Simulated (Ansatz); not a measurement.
## ZnO: geometry relaxation (part 2 of 2)

The same run, continued: ZnO (4 atoms in the cell); DFT, PBEsol, plane waves, PAW, no spin polarisation (Ansatz 0.2.0); cutoff 420 eV, 9×9×6 k-mesh, Fermi–Dirac smearing of 0.03 eV. The structure was built on a prototype by a generator.

Geometry of the input (Å; fractional positions):
```
2.9745  0.0000  0.0000
-1.4873  2.5760  0.0000
0.0000  0.0000  3.7180
Zn 0.3333  0.6667  0.2500
Zn 0.6667  0.3333  0.7500
O  0.6667  0.3333  0.2500
O  0.3333  0.6667  0.7500
```

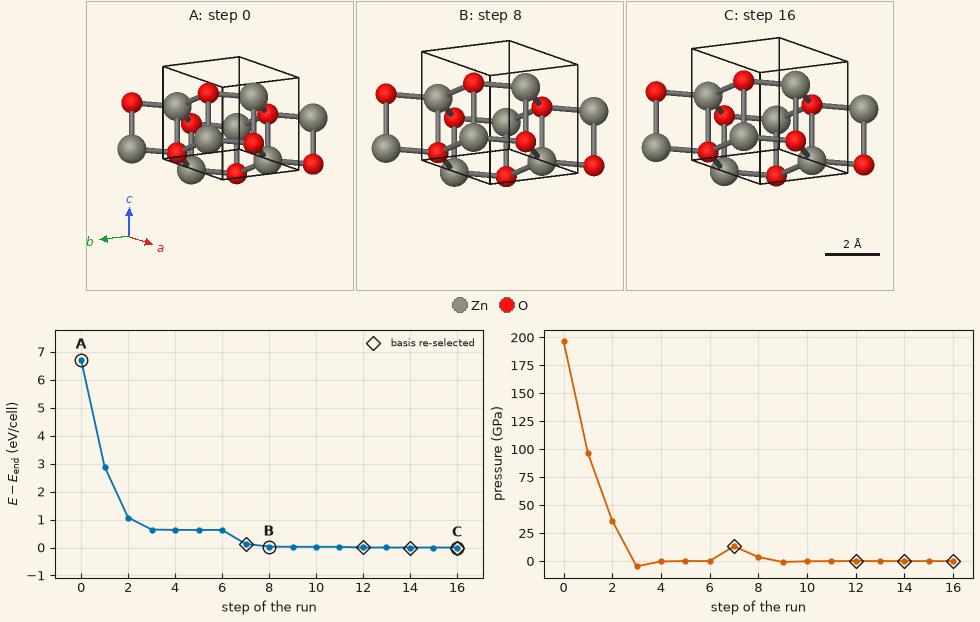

Frames of the relaxation (ball-and-stick view of the cell of the calculation, repeated 2 × 2 × 1, seen at an oblique angle) above the curves, on which the letters mark them (the first geometry is step 0 here and step 1 in the log).

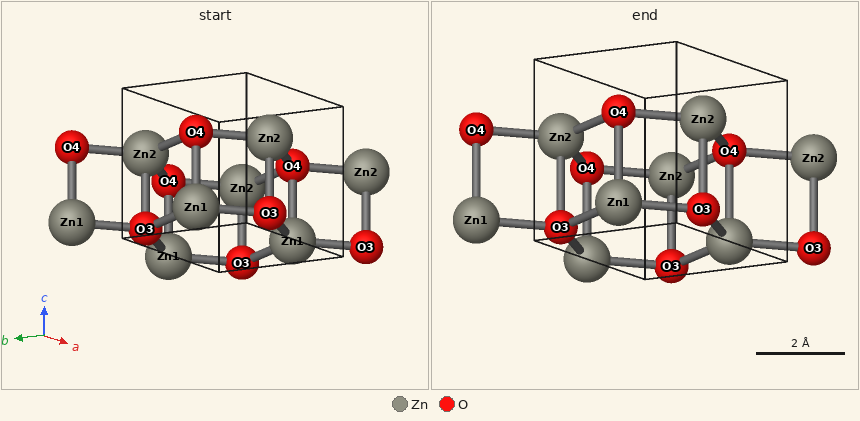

Before (left) and after (right) the relaxation, at one scale (ball-and-stick view of the cell of the calculation, repeated 2 × 2 × 1, seen at an oblique angle). The energy falls by 6.720 eV per cell of the calculation in 12 geometry steps. All forces vanish by symmetry, so only the cell relaxes. The pressure goes from 197.00 to 0.00 GPa. The basis was re-selected 3 times at an unchanged geometry, which shifts the energy a little without any move. No atom moves by more than 0.005 Å relative to the cell. The volume changes by +58.6 %, with a = b 2.975 → 3.410 Å (+14.6 %), c 3.718 → 4.488 Å (+20.7 %). Among the contacts that change: Zn1–O4 1.859 → 2.244 Å, Zn1–O3 1.717 → 1.969 Å. The space group stays P6_3/mmc (No. 194). The energy change given includes the shifts at the re-selections in mid-walk, which come without any move. A last SCF at the same geometry on a re-selected plane-wave basis shifts the energy by next to nothing (0.0 meV per cell of the calculation). (Atoms are counted from 1 in the order of the input.)

```
basis re-selected at this cell: Δ(F+E_penalty+E_count) = -3.638e-5 eV, ΔP = -0.001 GPa vs the last step (what re-selecting the basis moved, of the pressure what is left beyond the Pulay correction that the steps carried, after the strain that the cell walked since its last selection, with what the two solves' SCF thresholds leave and, on support functions, any second-order correction that the steps lacked; it is no measure of the basis error at this ecutwfc). This SCF's stress stands 6.33e-3 GPa from its target on what of the cell is left free (relax.cell.stress_tol is 5.00e-2 GPa) and its largest allowed force component is 2.86e-16 eV/Å (relax.f_tol is 1.00e-2 eV/Å): within both
SCF converged after 5 iterations
Free energy (F): -7684.015815 eV
Harris-Foulkes:  -7684.015815 eV  (|F-HF|=1.18e-11)
Internal energy: -7684.015815 eV  (E = F + TS)
E sigma→0 (E₀):  -7684.015815 eV
Fermi energy:    8.173300 eV
--- Per-component energies (eV) ---
  E_band       = 83.912788
  E_kinetic    = 611.341921
  E_local      = -3901.762966  (includes V_loc(G=0)·N_el)
  E_nonlocal   = 1339.400315
  E_hartree    = 1602.210489
  E_xc         = -415.154375
  E_vxc        = -289.773377  (∫ρ·V_xc dr)
  E_paw        = -3896.043792  (= ΣΔE_a)
  E_vpaw       = -879.718404  (= ΣTr[D̂ρ^β])
  E_aug_tail   = 0.004179  (compensation charges beyond the density's cutoff)
  E_ewald      = -3025.676872
  E_core_change = 1.665286  (= ΣΔE_core)
  E_smearing   = -0.000000  (= −TS)
  E_closure    = -0.000000  (closes the sum)
  Σ components = -7684.015815   (vs F -7684.015815, Δ=0.00e0)
--- Forces (eV/Å), atoms counted from 1 ---
  atom   1  Zn    -0.00000000    -0.00000000    -0.00000000
  atom   2  Zn     0.00000000     0.00000000     0.00000000
  atom   3  O      0.00000000    -0.00000000    -0.00000000
  atom   4  O     -0.00000000     0.00000000     0.00000000
  max |Σ_I F_I| component: 5.09e-17 eV/Å
--- Stress (GPa, compression-positive) ---
       -0.003380       0.000000      -0.000000
        0.000000      -0.003380       0.000000
       -0.000000       0.000000       0.006333
  P = ⅓ Tr σ = -0.0001 GPa (-0.001 kbar)
--- Band table (eV; the first three rows and the last of 48) ---
  k-point 0: bands = ["-10.4162", "-9.1871", "1.8438", "1.8438", "1.9664", "1.9664", "2.6012", "3.0618", "3.0618", "3.1994", "3.4686", "3.4686", "3.8788", "6.7450", "6.8965", "6.8965", "7.6389", "7.6389", "8.6118", "12.5717", "17.5143", "19.0885"]
  k-point 1: bands = ["-10.3341", "-9.2672", "1.8313", "1.8313", "1.9313", "1.9313", "2.3267", "3.0086", "3.1154", "3.1154", "3.4616", "3.4616", "4.2935", "6.3357", "6.9608", "6.9608", "7.6062", "7.6062", "9.3741", "12.6709", "17.4585", "19.0282"]
  k-point 2: bands = ["-10.1085", "-9.4896", "1.8108", "1.8108", "1.8627", "1.8627", "2.0781", "2.5667", "3.2344", "3.2344", "3.4284", "3.4284", "4.9297", "5.8369", "7.1270", "7.1270", "7.5029", "7.5029", "10.7338", "12.6604", "17.7297", "18.9932"]
  k-point 47: bands = ["-9.3502", "-9.3502", "1.5262", "1.5262", "2.4027", "2.4027", "2.5908", "2.5908", "3.1147", "3.1147", "3.6628", "3.6628", "4.2144", "4.2144", "4.4816", "4.4816", "7.6753", "7.6753", "15.7898", "15.7898", "16.0037", "16.0037"]
--- Relaxed structure (13 steps of the walk, 13 accepted, 4 SCFs on fresh bases) ---
  F+E_penalty+E_count = -7684.01581509 eV   max|allowed force component| = 2.857e-16 eV/Å   (the final SCF, on the basis selected at the relaxed cell)
  cell:  # Å, volume = 45.1948 Å³
    - [3.4100853822847164, 0.0, 0.0]
    - [-1.7050426911423582, 2.9532205701325336, 0.0]
    - [0.0, 0.0, 4.48773905412453]
  atoms:
    - { symbol: Zn, position: [0.3333333333333333, 0.6666666666666666, 0.25] }
    - { symbol: Zn, position: [0.6666666666666666, 0.3333333333333333, 0.75] }
    - { symbol: O, position: [0.6666666666666666, 0.3333333333333333, 0.25] }
    - { symbol: O, position: [0.3333333333333333, 0.6666666666666666, 0.75] }
```

### File v_z.tsv
```
# z_ang	v_es[eV]	v_tot[eV]
# format = ansatz-planar-average/11
# xc	pbesol
# density_cutoff_ev	1680
# datasets	Zn=:simpson_from_first_knot:soft:shift=-765113	O=:simpson_from_first_knot:soft:shift=-234619
# lattice	3.410085382	0.000000000	0.000000000
# lattice	-1.705042691	2.953220570	0.000000000
# lattice	0.000000000	0.000000000	4.487739054
# sites	4
# site	30	-0.000000000	1.968813713	1.121934764
# site	30	1.705042691	0.984406857	3.365804291
# site	8	1.705042691	0.984406857	1.121934764
# site	8	0.000000000	1.968813713	3.365804291
0.000000	1.065934e1	2.390989e0
0.149591	1.035145e1	2.081248e0
0.299183	9.187607e0	3.462039e-1
0.448774	6.940956e0	-3.079070e0
0.598365	3.617603e0	-7.869878e0
0.747957	2.807058e-1	-1.261171e1
0.897548	-2.383133e0	-1.632401e1
1.047139	-3.901216e0	-1.839496e1
1.196730	-3.901216e0	-1.839496e1
1.346322	-2.383133e0	-1.632401e1
1.495913	2.807058e-1	-1.261171e1
1.645504	3.617603e0	-7.869878e0
1.795096	6.940956e0	-3.079070e0
1.944687	9.187607e0	3.462039e-1
2.094278	1.035145e1	2.081248e0
2.243870	1.065934e1	2.390989e0
2.393461	1.035145e1	2.081248e0
2.543052	9.187607e0	3.462039e-1
2.692643	6.940956e0	-3.079070e0
2.842235	3.617603e0	-7.869878e0
2.991826	2.807058e-1	-1.261171e1
3.141417	-2.383133e0	-1.632401e1
3.291009	-3.901216e0	-1.839496e1
3.440600	-3.901216e0	-1.839496e1
3.590191	-2.383133e0	-1.632401e1
3.739783	2.807058e-1	-1.261171e1
3.889374	3.617603e0	-7.869878e0
4.038965	6.940956e0	-3.079070e0
4.188556	9.187607e0	3.462039e-1
4.338148	1.035145e1	2.081248e0
```

### Trajectory as extended XYZ (Å, eV, eV/Å), 17 frames, from step=1 to step=17
```
4
Lattice="2.9745 0.0000 0.0000 -1.4873 2.5760 0.0000 0.0000 0.0000 3.7180" Properties=species:S:1:pos:R:3:forces:R:3 step=1 energy=-7677.29589 pressure_GPa=197.00
Zn    0.0000    1.7174    0.9295    0.0000   0.0000   0.0000
Zn    1.4873    0.8587    2.7885    0.0000   0.0000   0.0000
O     1.4873    0.8587    0.9295    0.0000   0.0000   0.0000
O     0.0000    1.7174    2.7885    0.0000   0.0000   0.0000
4
Lattice="3.1196 0.0000 0.0000 -1.5598 2.7016 0.0000 0.0000 0.0000 3.8973" Properties=species:S:1:pos:R:3:forces:R:3 step=2 energy=-7681.12382 pressure_GPa=96.71
Zn    0.0000    1.8011    0.9743    0.0000   0.0000   0.0000
Zn    1.5598    0.9005    2.9230    0.0000   0.0000   0.0000
O     1.5598    0.9005    0.9743    0.0000   0.0000   0.0000
O     0.0000    1.8011    2.9230    0.0000   0.0000   0.0000
4
Lattice="3.2576 0.0000 0.0000 -1.6288 2.8212 0.0000 0.0000 0.0000 4.0786" Properties=species:S:1:pos:R:3:forces:R:3 step=3 energy=-7682.94354 pressure_GPa=36.20
Zn    0.0000    1.8808    1.0196    0.0000   0.0000   0.0000
Zn    1.6288    0.9404    3.0589    0.0000   0.0000   0.0000
O     1.6288    0.9404    1.0196    0.0000   0.0000   0.0000
O     0.0000    1.8808    3.0589    0.0000   0.0000   0.0000
4
Lattice="3.3946 0.0000 0.0000 -1.6973 2.9398 0.0000 0.0000 0.0000 4.2645" Properties=species:S:1:pos:R:3:forces:R:3 step=4 energy=-7683.37269 pressure_GPa=-4.66
Zn    0.0000    1.9598    1.0661    0.0000   0.0000   0.0000
Zn    1.6973    0.9799    3.1984    0.0000   0.0000   0.0000
O     1.6973    0.9799    1.0661    0.0000   0.0000   0.0000
O     0.0000    1.9598    3.1984    0.0000   0.0000   0.0000
4
Lattice="3.3756 0.0000 0.0000 -1.6878 2.9234 0.0000 0.0000 0.0000 4.2472" Properties=species:S:1:pos:R:3:forces:R:3 step=5 energy=-7683.38635 pressure_GPa=-0.32
Zn    0.0000    1.9489    1.0618    0.0000   0.0000   0.0000
Zn    1.6878    0.9745    3.1854    0.0000   0.0000   0.0000
O     1.6878    0.9745    1.0618    0.0000   0.0000   0.0000
O     0.0000    1.9489    3.1854    0.0000   0.0000   0.0000
4
Lattice="3.3722 0.0000 0.0000 -1.6861 2.9204 0.0000 0.0000 0.0000 4.2501" Properties=species:S:1:pos:R:3:forces:R:3 step=6 energy=-7683.38704 pressure_GPa=0.08
Zn    0.0000    1.9469    1.0625    0.0000   0.0000   0.0000
Zn    1.6861    0.9735    3.1876    0.0000   0.0000   0.0000
O     1.6861    0.9735    1.0625    0.0000   0.0000   0.0000
O     0.0000    1.9469    3.1876    0.0000   0.0000   0.0000
4
Lattice="3.3682 0.0000 0.0000 -1.6841 2.9170 0.0000 0.0000 0.0000 4.2611" Properties=species:S:1:pos:R:3:forces:R:3 step=7 energy=-7683.38727 pressure_GPa=0.01
Zn    0.0000    1.9446    1.0653    0.0000   0.0000   0.0000
Zn    1.6841    0.9723    3.1958    0.0000   0.0000   0.0000
O     1.6841    0.9723    1.0653    0.0000   0.0000   0.0000
O     0.0000    1.9446    3.1958    0.0000   0.0000   0.0000
4
Lattice="3.3682 0.0000 0.0000 -1.6841 2.9170 0.0000 0.0000 0.0000 4.2611" Properties=species:S:1:pos:R:3:forces:R:3 step=8 energy=-7683.88226 pressure_GPa=13.23
Zn    0.0000    1.9446    1.0653    0.0000   0.0000   0.0000
Zn    1.6841    0.9723    3.1958    0.0000   0.0000   0.0000
O     1.6841    0.9723    1.0653    0.0000   0.0000   0.0000
O     0.0000    1.9446    3.1958    0.0000   0.0000   0.0000
4
Lattice="3.4119 0.0000 0.0000 -1.7060 2.9548 0.0000 0.0000 0.0000 4.3679" Properties=species:S:1:pos:R:3:forces:R:3 step=9 energy=-7683.98499 pressure_GPa=3.62
Zn    0.0000    1.9699    1.0920    0.0000   0.0000   0.0000
Zn    1.7060    0.9849    3.2760    0.0000   0.0000   0.0000
O     1.7060    0.9849    1.0920    0.0000   0.0000   0.0000
O     0.0000    1.9699    3.2760    0.0000   0.0000   0.0000
4
Lattice="3.4215 0.0000 0.0000 -1.7108 2.9631 0.0000 0.0000 0.0000 4.4721" Properties=species:S:1:pos:R:3:forces:R:3 step=10 energy=-7683.98964 pressure_GPa=-0.78
Zn    0.0000    1.9754    1.1180    0.0000   0.0000   0.0000
Zn    1.7108    0.9877    3.3541    0.0000   0.0000   0.0000
O     1.7108    0.9877    1.1180    0.0000   0.0000   0.0000
O     0.0000    1.9754    3.3541    0.0000   0.0000   0.0000
4
Lattice="3.4173 0.0000 0.0000 -1.7087 2.9595 0.0000 0.0000 0.0000 4.4647" Properties=species:S:1:pos:R:3:forces:R:3 step=11 energy=-7683.99173 pressure_GPa=-0.15
Zn    0.0000    1.9730    1.1162    0.0000   0.0000   0.0000
Zn    1.7087    0.9865    3.3486    0.0000   0.0000   0.0000
O     1.7087    0.9865    1.1162    0.0000   0.0000   0.0000
O     0.0000    1.9730    3.3486    0.0000   0.0000   0.0000
4
Lattice="3.4143 0.0000 0.0000 -1.7072 2.9569 0.0000 0.0000 0.0000 4.4697" Properties=species:S:1:pos:R:3:forces:R:3 step=12 energy=-7683.99203 pressure_GPa=-0.01
Zn    0.0000    1.9713    1.1174    0.0000   0.0000   0.0000
Zn    1.7072    0.9856    3.3522    0.0000   0.0000   0.0000
O     1.7072    0.9856    1.1174    0.0000   0.0000   0.0000
O     0.0000    1.9713    3.3522    0.0000   0.0000   0.0000
4
Lattice="3.4143 0.0000 0.0000 -1.7072 2.9569 0.0000 0.0000 0.0000 4.4697" Properties=species:S:1:pos:R:3:forces:R:3 step=13 energy=-7684.01545 pressure_GPa=0.11
Zn    0.0000    1.9713    1.1174    0.0000   0.0000   0.0000
Zn    1.7072    0.9856    3.3522    0.0000   0.0000   0.0000
O     1.7072    0.9856    1.1174    0.0000   0.0000   0.0000
O     0.0000    1.9713    3.3522    0.0000   0.0000   0.0000
4
Lattice="3.4109 0.0000 0.0000 -1.7054 2.9539 0.0000 0.0000 0.0000 4.4846" Properties=species:S:1:pos:R:3:forces:R:3 step=14 energy=-7684.01541 pressure_GPa=0.01
Zn    0.0000    1.9693    1.1212    0.0000   0.0000   0.0000
Zn    1.7054    0.9846    3.3635    0.0000   0.0000   0.0000
O     1.7054    0.9846    1.1212    0.0000   0.0000   0.0000
O     0.0000    1.9693    3.3635    0.0000   0.0000   0.0000
4
Lattice="3.4109 0.0000 0.0000 -1.7054 2.9539 0.0000 0.0000 0.0000 4.4846" Properties=species:S:1:pos:R:3:forces:R:3 step=15 energy=-7684.01581 pressure_GPa=0.01
Zn    0.0000    1.9693    1.1212    0.0000   0.0000   0.0000
Zn    1.7054    0.9846    3.3635    0.0000   0.0000   0.0000
O     1.7054    0.9846    1.1212    0.0000   0.0000   0.0000
O     0.0000    1.9693    3.3635    0.0000   0.0000   0.0000
4
Lattice="3.4101 0.0000 0.0000 -1.7050 2.9532 0.0000 0.0000 0.0000 4.4877" Properties=species:S:1:pos:R:3:forces:R:3 step=16 energy=-7684.01578 pressure_GPa=0.00
Zn    0.0000    1.9688    1.1219    0.0000   0.0000   0.0000
Zn    1.7050    0.9844    3.3658    0.0000   0.0000   0.0000
O     1.7050    0.9844    1.1219    0.0000   0.0000   0.0000
O     0.0000    1.9688    3.3658    0.0000   0.0000   0.0000
4
Lattice="3.4101 0.0000 0.0000 -1.7050 2.9532 0.0000 0.0000 0.0000 4.4877" Properties=species:S:1:pos:R:3:forces:R:3 step=17 energy=-7684.01581 pressure_GPa=-0.00
Zn    0.0000    1.9688    1.1219    0.0000   0.0000   0.0000
Zn    1.7050    0.9844    3.3658    0.0000   0.0000   0.0000
O     1.7050    0.9844    1.1219    0.0000   0.0000   0.0000
O     0.0000    1.9688    3.3658    0.0000   0.0000   0.0000
```

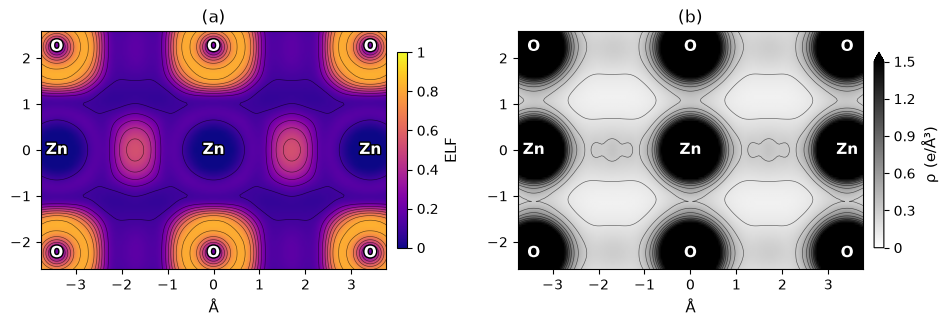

(a) ELF; (b) valence electron density on the (100) plane of the conventional cell. Atoms in the plane: Zn and O. Away from the nuclei the density in this plane falls to 0.09 e/Å³ at its lowest. Core electrons are frozen (PAW), so the fields are smoothed inside the atomic spheres.

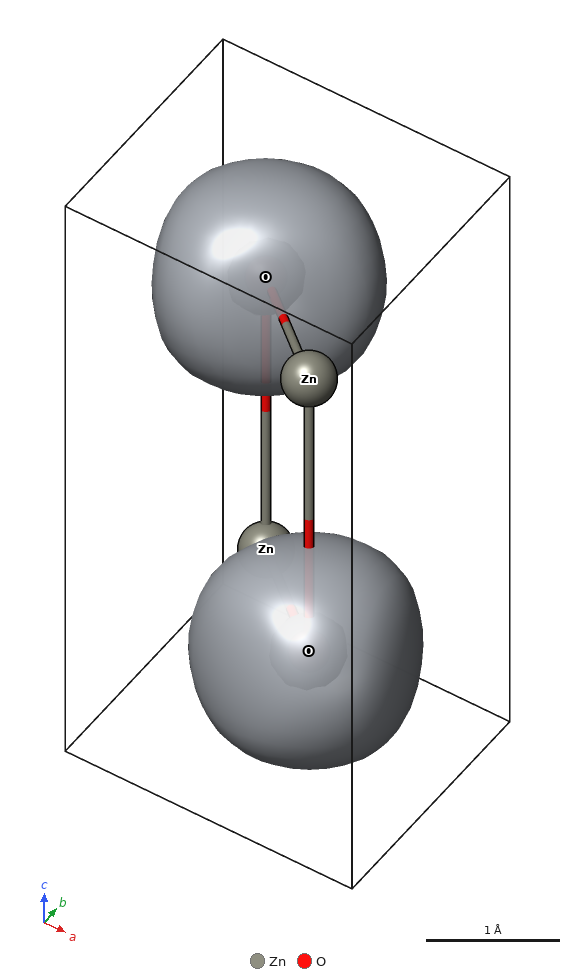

Isosurface of the ELF at 0.6 (grey), seen at an oblique angle. Only the valence region is drawn (cores and ρ < 0.01 e/Å³ removed). Sticks mark near contacts. The outline is the cell set on symmetry axes. Along the contacts the grid gives the following. Zn–O (1.97 Å): the ELF is about 0.25 at the midpoint.

### Results in brief

```json
{"quantity": "outcome", "value": "converged"}
{"quantity": "space group (tolerance 0.01 Å)", "value": "P6₃/mmc (194)"}
{"quantity": "electrons treated", "value": "36"}
{"quantity": "free energy", "value": "−7684.0158 eV"}
{"quantity": "Fermi energy", "value": "8.173 eV"}
{"quantity": "band gap", "value": "0.94 eV"}
{"quantity": "pressure", "value": "0.00 GPa"}
{"quantity": "final volume", "value": "45.19 Å³"}
{"quantity": "largest force (length of the vector) at the end", "value": "under 0.001 eV/Å"}
{"quantity": "final cell", "value": "a = 3.410 Å, b = 3.410 Å, c = 4.488 Å, α = 90.00°, β = 90.00°, γ = 120.00°"}
{"quantity": "wall time", "value": "18 s (CPU time 35 s)"}
{"quantity": "peak memory", "value": "0.35 GiB"}
```
